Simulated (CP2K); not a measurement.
## Single-point calculation of GaAs

The run: single-point calculation of GaAs (F-43m, 2 atoms in the cell). Method and program: with the settings of its input (CP2K 2026.2).

The structure was built on a prototype by a generator. Some settings of this run were made unusual or wrong on purpose. The geometry comes from this level: r2SCAN.

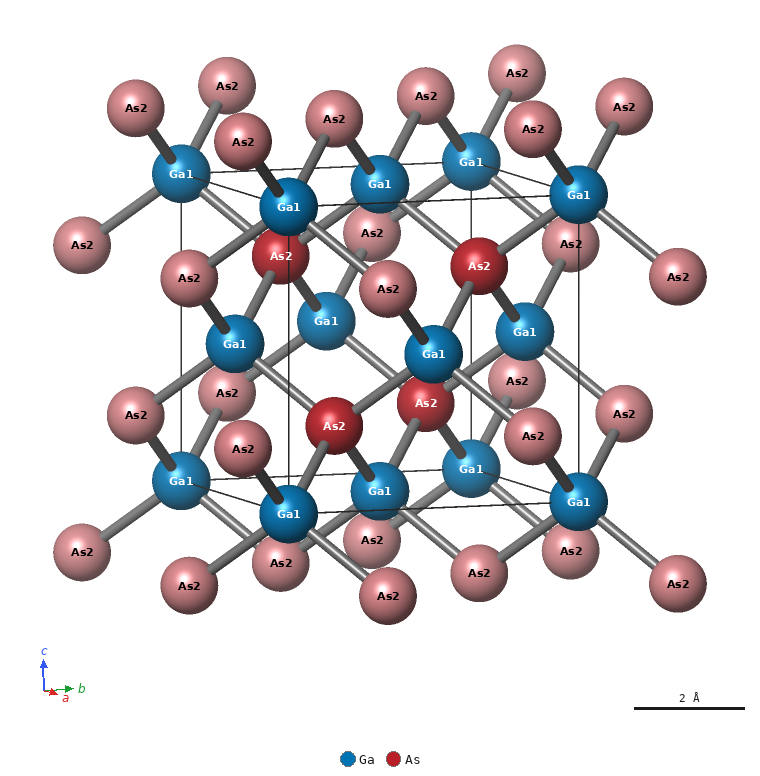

Fig. 1: The structure as given in the input (ball-and-stick view of the cell 4 times as large as that of the calculation, set on its symmetry axes, seen slightly off an axis; neighbours outside the cell are drawn fainter; atoms are numbered from 1 in the order of the input). Near neighbours in the crystal (not all of them lie inside the picture): Ga has 4 As at 2.45 Å; As has 4 Ga at 2.45 Å.

### The input
```
&GLOBAL
 PROJECT run
 RUN_TYPE ENERGY_FORCE
 PRINT_LEVEL LOW
&END GLOBAL
&FORCE_EVAL
 METHOD QS
 STRESS_TENSOR ANALYTICAL
 &DFT
  BASIS_SET_FILE_NAME BASIS_MOLOPT
  POTENTIAL_FILE_NAME GTH_POTENTIALS
  &QS
   EXTRAPOLATION USE_GUESS
  &END QS
  &MGRID
   CUTOFF 30
   REL_CUTOFF 50
  &END MGRID
  &XC
   &XC_FUNCTIONAL PBE
   &END XC_FUNCTIONAL
  &END XC
  &KPOINTS
   SCHEME MONKHORST-PACK 5 5 5
   SYMMETRY F
   FULL_GRID F
  &END KPOINTS
  &SCF
   ADDED_MOS 8
   EPS_SCF 1e-6
   MAX_SCF 80
   &DIAGONALIZATION
   &END DIAGONALIZATION
   &MIXING
    METHOD BROYDEN_MIXING
    ALPHA 0.3
   &END MIXING
   &SMEAR
    METHOD FERMI_DIRAC
    ELECTRONIC_TEMPERATURE [K] 232
   &END SMEAR
   &PRINT
    &ITERATION_INFO
    &END ITERATION_INFO
   &END PRINT
  &END SCF
  &PRINT
   &BAND_STRUCTURE
    FILE_NAME bands.bs
    ADDED_MOS 6
    &KPOINT_SET
     UNITS B_VECTOR
     SPECIAL_POINT 0.00000000 0.00000000 0.00000000
     NPOINTS 0
    &END KPOINT_SET
    &KPOINT_SET
     UNITS B_VECTOR
     SPECIAL_POINT -0.50000000 -0.50000000 0.00000000
     NPOINTS 0
    &END KPOINT_SET
    &KPOINT_SET
     UNITS B_VECTOR
     SPECIAL_POINT -0.37500000 -0.37500000 0.25000000
     NPOINTS 0
    &END KPOINT_SET
    &KPOINT_SET
     UNITS B_VECTOR
     SPECIAL_POINT -0.37500000 0.00000000 0.37500000
     NPOINTS 0
    &END KPOINT_SET
    &KPOINT_SET
     UNITS B_VECTOR
     SPECIAL_POINT 0.00000000 0.00000000 0.50000000
     NPOINTS 0
    &END KPOINT_SET
    &KPOINT_SET
     UNITS B_VECTOR
     SPECIAL_POINT -0.50000000 -0.25000000 0.25000000
     NPOINTS 0
    &END KPOINT_SET
   &END BAND_STRUCTURE
  &END PRINT
 &END DFT
 &SUBSYS
  &CELL
   A 4.00658736 0.00000000 0.00000000
   B 2.00329368 3.46980644 0.00000000
   C 2.00329368 1.15660215 3.27136488
  &END CELL
  &COORD
   SCALED
   Ga -0.00000000 0.00000000 0.00000000
   As 0.25000000 0.25000000 0.25000000
  &END COORD
  &KIND Ga
   BASIS_SET SZV-MOLOPT-SR-GTH
   POTENTIAL GTH-PBE
  &END KIND
  &KIND As
   BASIS_SET SZV-MOLOPT-SR-GTH
   POTENTIAL GTH-PBE
  &END KIND
 &END SUBSYS
 &PRINT
  &STRESS_TENSOR
  &END STRESS_TENSOR
  &FORCES
  &END FORCES
 &END PRINT
&END FORCE_EVAL
```

Machine: 2 threads of Arm Neoverse V1, 24 GiB of memory available, shared host.

Launched with:
```bash
cp2k.psmp -i run.inp
```

### Log
```
34ry31

 CP2K| version string:                                       CP2K version 2026.2
 CP2K|            -lib tblite libvori libbqb
 CP2K| Input file name                                                   run.inp

 GLOBAL| Force Environment number                                              1
 GLOBAL| Cholesky decomposition library                                ScaLAPACK
 GLOBAL| Direct generalized diagonalization requested                          F
 GLOBAL| Matrix multiplication library                                 ScaLAPACK

 GENERATE|  Preliminary Number of Bonds generated:                             0
 GENERATE|  Achieved consistency in connectivity generation.

 *******************************************************************************
 *******************************************************************************
 **                                                                           **
 **     #####                         ##              ##                      **
 **    ##   ##            ##          ##              ##                      **
 **   ##     ##                       ##            ######                    **
 **   ##     ##  ##   ##  ##   #####  ##  ##   ####   ##    #####    #####    **
 **   ##     ##  ##   ##  ##  ##      ## ##   ##      ##   ##   ##  ##   ##   **
 **   ##  ## ##  ##   ##  ##  ##      ####     ###    ##   ######   ######    **
 **    ##  ###   ##   ##  ##  ##      ## ##      ##   ##   ##       ##        **
 **     #######   #####   ##   #####  ##  ##  ####    ##    #####   ##        **
 **           ##                                                    ##        **
 **                                                                           **
 **                                                ... make the atoms dance   **
 **                                                                           **
 **                      J. Chem. Phys. 152, 194103 (2020)                    **
 **                                                                           **
 *******************************************************************************

 *** available. The full set of unoccupied MOs will be used. Use           ***
 *** 'ADDED_MOS -1' to always use all available MOs and to get rid of this ***
 *** warning.                                                              ***

 TOTAL NUMBERS AND MAXIMUM NUMBERS

  Total number of            - Atomic kinds:                                   2
                             - Atoms:                                          2
                             - Shell sets:                                     2
                             - Shells:                                         5
                             - Primitive Cartesian functions:                 10
                             - Cartesian basis functions:                     14
                             - Spherical basis functions:                     13

  Maximum angular momentum of the orbital basis functions:                     2

 SCF PARAMETERS         Density guess:                                    ATOMIC
                        --------------------------------------------------------
                        max_scf:                                              80
                        max_scf_history:                                       0
                        max_diis:                                              4
                        --------------------------------------------------------
                        eps_scf:                                        1.00E-06
                        eps_scf_history:                                0.00E+00
                        eps_diis:                                       1.00E-01
                        eps_eigval:                                     1.00E-05
                        --------------------------------------------------------
                        level_shift [a.u.]:                             0.000000
                        added MOs                                         4    0
                        --------------------------------------------------------
                        Mixing method:                            BROYDEN_MIXING
                                                charge density mixing in g-space
                        --------------------------------------------------------
                        Smear method:                                FERMI_DIRAC
                        Electronic temperature [K]:                        232.0
                        Electronic temperature [a.u.]:                  7.35E-04
                        Accuracy threshold:                             1.00E-10
                        --------------------------------------------------------
                        No outer SCF

 Extrapolation method: initial_guess

 Number of electrons:                                                         18
 Number of occupied orbitals:                                                  9
 Number of molecular orbitals:                                                13

 Number of orbital functions:                                                 13
 Number of independent orbital functions:                                     13

 SCF WAVEFUNCTION OPTIMIZATION

  ------------------------------------------------------------------------------
     1 NoMix/Diag. 0.30E+00    0.1     1.24111685       -82.0654313992 -8.21E+01
     2 Broy./Diag. 0.30E+00    0.2     0.07526059       -82.2301811710 -1.65E-01
     3 Broy./Diag. 0.30E+00    0.2     0.08770051       -82.1679456652  6.22E-02
     4 Broy./Diag. 0.30E+00    0.2     0.00530598       -82.1187631411  4.92E-02
     5 Broy./Diag. 0.30E+00    0.2     0.00181819       -82.1043902795  1.44E-02
     6 Broy./Diag. 0.30E+00    0.2     0.00011264       -82.1039356726  4.55E-04
     7 Broy./Diag. 0.30E+00    0.2     0.00002846       -82.1039142317  2.14E-05
     8 Broy./Diag. 0.30E+00    0.2     0.00001278       -82.1038151253  9.91E-05
     9 Broy./Diag. 0.30E+00    0.2     0.00000038       -82.1037940608  2.11E-05

  *** SCF run converged in     9 steps ***

  Electronic density on regular grids:        -18.2521818232       -0.2521818232
  Core density on regular grids:               17.9999999982       -0.0000000018
  Total charge density on r-space grids:       -0.2521818250
  Total charge density g-space grids:          -0.2521818250

  Overlap energy of the core charge distribution:               0.00000000483902
  Self energy of the core charge distribution:               -110.85616758366727
  Core Hamiltonian energy:                                     32.48012313626808
  Hartree energy:                                               8.77593059485888
  Exchange-correlation energy:                                -12.50368021314386
  Electronic entropic energy:                                  -0.00000000000016
  Fermi energy:                                                 0.17699699964023

  Total energy:                                               -82.10379406084532
  Total energy (extrapolated to T->0):                        -82.10379406084523

 KPOINTS| Band Structure Calculation
 KPOINTS| Number of k-point sets                                               6
 KPOINTS| Number of added MOs/bands                                            6
 KPOINTS| Number of k-points in set    1                                       1
 KPOINTS| In units of b-vector [2pi/Bohr]
 KPOINTS| Special point     1 not specifi     0.000000     0.000000     0.000000
 KPOINTS| Time for k-point line                                            0.001
 KPOINTS| Number of k-points in set    2                                       1
 KPOINTS| In units of b-vector [2pi/Bohr]
 KPOINTS| Special point     1 not specifi    -0.500000    -0.500000     0.000000
 KPOINTS| Time for k-point line                                            0.001
 KPOINTS| Number of k-points in set    3                                       1
 KPOINTS| In units of b-vector [2pi/Bohr]
 KPOINTS| Special point     1 not specifi    -0.375000    -0.375000     0.250000
 KPOINTS| Time for k-point line                                            0.001
 KPOINTS| Number of k-points in set    4                                       1
 KPOINTS| In units of b-vector [2pi/Bohr]
 KPOINTS| Special point     1 not specifi    -0.375000     0.000000     0.375000
 KPOINTS| Time for k-point line                                            0.001
 KPOINTS| Number of k-points in set    5                                       1
 KPOINTS| In units of b-vector [2pi/Bohr]
 KPOINTS| Special point     1 not specifi     0.000000     0.000000     0.500000
 KPOINTS| Time for k-point line                                            0.001
 KPOINTS| Number of k-points in set    6                                       1
 KPOINTS| In units of b-vector [2pi/Bohr]
 KPOINTS| Special point     1 not specifi    -0.500000    -0.250000     0.250000
 KPOINTS| Time for k-point line                                            0.001

 ENERGY| Total FORCE_EVAL ( QS ) energy [hartree]            -82.103793886541936

 FORCES| Atomic forces [hartree/bohr]
 FORCES|   Atom     x               y               z               |f|
 FORCES|      1  4.65425491E-02  2.68712748E-02  1.90010246E-02   5.70027475E-02
 FORCES|      2 -8.52683210E-03 -4.92295735E-03 -3.48105883E-03   1.04431865E-02
 FORCES| Sum     3.80157170E-02  2.19483174E-02  1.55199658E-02
 FORCES| Total atomic force                                       4.65595609E-02

 STRESS| Analytical stress tensor [bar]
 STRESS|                        x                   y                   z
 STRESS|      x       -1.15323082034E+05   1.01029450448E+05   7.14386158759E+04
 STRESS|      y        1.01029450448E+05  -2.31981323575E+05   4.12451623886E+04
 STRESS|      z        7.14386158759E+04   4.12451623886E+04  -2.61146008101E+05
 STRESS| 1/3 Trace                                            -2.02816804570E+05
 STRESS| Determinant                                          -2.34542253399E+15

 STRESS| Eigenvectors and eigenvalues of the analytical stress tensor [bar]
 STRESS|                        1                   2                   3
 STRESS| Eigenvalues  -2.90310843381E+05  -2.90310755575E+05  -2.78288147538E+04
 STRESS|      x          -0.567273519909     -0.107401455886      0.816495977261
 STRESS|      y           0.762430846674     -0.443256541251      0.471405178884
 STRESS|      z           0.311287580302      0.889937394378      0.333333881323
```

### File bands.bs
```
# Set 1: 1 special points, 1 k-points, 13 bands
#  Special point 1          0.00000000     0.00000000     0.00000000  not specified
#  Point 1      Spin 1:     0.00000000     0.00000000     0.00000000       1.00000000
#   Band    Energy [eV]     Occupation
       1   -14.49791748     2.00000000
       2   -14.49791740     2.00000000
       3   -13.44121010     2.00000000
       4    -8.29723830     2.00000000
       5     1.61715481     2.00000000
       6     1.61715499     2.00000000
       7     4.34980213     2.00000000
       8     4.37469791     2.00000000
       9     4.37470394     2.00000000
      10     5.48369438     0.00000000
      11     9.04499935     0.00000000
      12     9.34977468     0.00000000
      13     9.34980594     0.00000000
# Set 2: 1 special points, 1 k-points, 13 bands
#  Special point 1         -0.50000000    -0.50000000     0.00000000  not specified
#  Point 1      Spin 1:    -0.50000000    -0.50000000     0.00000000       1.00000000
#   Band    Energy [eV]     Occupation
       1   -14.51062017     2.00000000
       2   -14.47438249     2.00000000
       3   -13.43499407     2.00000000
       4    -6.02256274     2.00000000
       5    -2.40090531     2.00000000
       6     1.54633666     2.00000000
       7     1.57605754     2.00000000
       8     1.59669202     2.00000000
       9     1.63932449     2.00000000
      10     8.52762073     0.00000000
      11     9.17265457     0.00000000
      12    15.46316732     0.00000000
      13    15.66517568     0.00000000
# Set 3: 1 special points, 1 k-points, 13 bands
#  Special point 1         -0.37500000    -0.37500000     0.25000000  not specified
#  Point 1      Spin 1:    -0.37500000    -0.37500000     0.25000000       1.00000000
#   Band    Energy [eV]     Occupation
       1   -14.50488944     2.00000000
       2   -14.47752043     2.00000000
       3   -13.43885391     2.00000000
       4    -6.05688591     2.00000000
       5    -2.11462710     2.00000000
       6     0.08797408     2.00000000
       7     1.34024227     2.00000000
       8     1.86734172     2.00000000
       9     2.33625976     2.00000000
      10     8.88007600     0.00000000
      11    11.48615707     0.00000000
      12    14.31723024     0.00000000
      13    14.83588611     0.00000000
# Set 4: 1 special points, 1 k-points, 13 bands
#  Special point 1         -0.37500000     0.00000000     0.37500000  not specified
#  Point 1      Spin 1:    -0.37500000     0.00000000     0.37500000       1.00000000
#   Band    Energy [eV]     Occupation
       1   -14.50800823     2.00000000
       2   -14.48048814     2.00000000
       3   -13.43267722     2.00000000
       4    -6.05470927     2.00000000
       5    -2.12563514     2.00000000
       6     0.14081939     2.00000000
       7     1.32821597     2.00000000
       8     1.87724438     2.00000000
       9     2.29767605     2.00000000
      10     8.86736713     0.00000000
      11    11.49767668     0.00000000
      12    14.12472155     0.00000000
      13    15.01419485     0.00000000
# Set 5: 1 special points, 1 k-points, 13 bands
#  Special point 1          0.00000000     0.00000000     0.50000000  not specified
#  Point 1      Spin 1:     0.00000000     0.00000000     0.50000000       1.00000000
#   Band    Energy [eV]     Occupation
       1   -14.50844728     2.00000000
       2   -14.48633277     2.00000000
       3   -13.43162309     2.00000000
       4    -6.68972720     2.00000000
       5    -2.25130328     2.00000000
       6     1.39180238     2.00000000
       7     1.40318644     2.00000000
       8     3.33506945     2.00000000
       9     3.40966329     2.00000000
      10     6.62673429     0.00000000
      11    11.25659414     0.00000000
      12    11.46559649     0.00000000
      13    15.96691413     0.00000000
# Set 6: 1 special points, 1 k-points, 13 bands
#  Special point 1         -0.50000000    -0.25000000     0.25000000  not specified
#  Point 1      Spin 1:    -0.50000000    -0.25000000     0.25000000       1.00000000
#   Band    Energy [eV]     Occupation
       1   -14.50546963     2.00000000
       2   -14.47973150     2.00000000
       3   -13.43568128     2.00000000
       4    -5.97339138     2.00000000
       5    -2.06502553     2.00000000
       6     0.13722280     2.00000000
       7     0.96436885     2.00000000
       8     1.62209502     2.00000000
       9     2.19974392     2.00000000
      10    10.53618319     0.00000000
      11    11.71387551     0.00000000
      12    12.83910800     0.00000000
      13    15.18830579     0.00000000
```

### What the run reported

| quantity | value |
| --- | --- |
| outcome | converged |
| space group (tolerance 0.01 Å) | F-43m (216) |
| electrons treated | 18 |
| free energy | −2234.1580 eV |
| band gap | 1.11 eV |
| pressure | −20.28 GPa |
| largest force (length of the vector) | 2.931 eV/Å |
| wall time | 2.5 s (CPU time 4.3 s) |
| peak memory | 0.15 GiB |

### Diagnosis

Some settings of this run were drawn to be unusual or wrong. It converged; results that depend on the unusual settings are not reference values.
